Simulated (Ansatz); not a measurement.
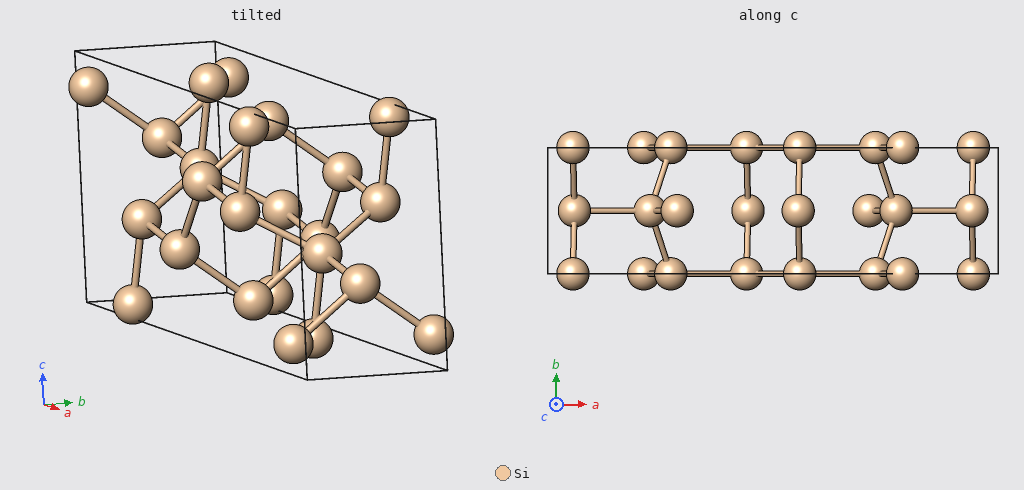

The image is a ball-and-stick drawing of a crystal, viewed slightly off an axis and along the c axis. The conventional unit cell is outlined; an atom on or near a face, edge or corner is repeated at each equivalent position.

Si, space group C2/m (No. 12), a = 13.839 Å, b = 3.851 Å, c = 6.335 Å, α = 90.00°, β = 96.78°, γ = 90.00°. Its origin is a structure listed in the Materials Project. Earlier steps of the study may have refined or changed the cell and positions. It went into a calculation with Ansatz.

This one geometry was computed with Ansatz (DFT, plane waves, PAW) at four levels of theory: PBE, HSE06, r2SCAN and PBE0. It was relaxed beforehand with r2SCAN.

Which level gives the highest pressure at this volume, and what does that say about its equilibrium volume?

Answer. Highest: PBE (1.2 GPa), which points to the largest equilibrium volume. Lowest, with the smallest volume: HSE06 (-0.2 GPa), r2SCAN (0.0 GPa) and PBE0 (-0.4 GPa). Levels within 0.5 GPa of each other can't be told apart.

How does the band gap change with the level of theory?

Answer. PBE: a gap of 0.26 eV, indirect; r2SCAN: a gap of 0.41 eV, indirect; HSE06: a gap of 0.81 eV, indirect; PBE0: a gap of 1.46 eV, indirect.

Collect the results in a table.

Answer.
| level | cutoff (eV) | k-mesh of the run's cell | gap (eV) | pressure (GPa) |
| --- | --- | --- | --- | --- |
| PBE | 420 | 8×8×4 | 0.26 | 1.2 |
| HSE06 | 420 | 4×4×2 | 0.81 | -0.2 |
| r2SCAN | 500 | 8×8×4 | 0.41 | 0.0 |
| PBE0 | 420 | 4×4×2 | 1.46 | -0.4 |

Gaps are taken on the k-mesh or band path of each run.
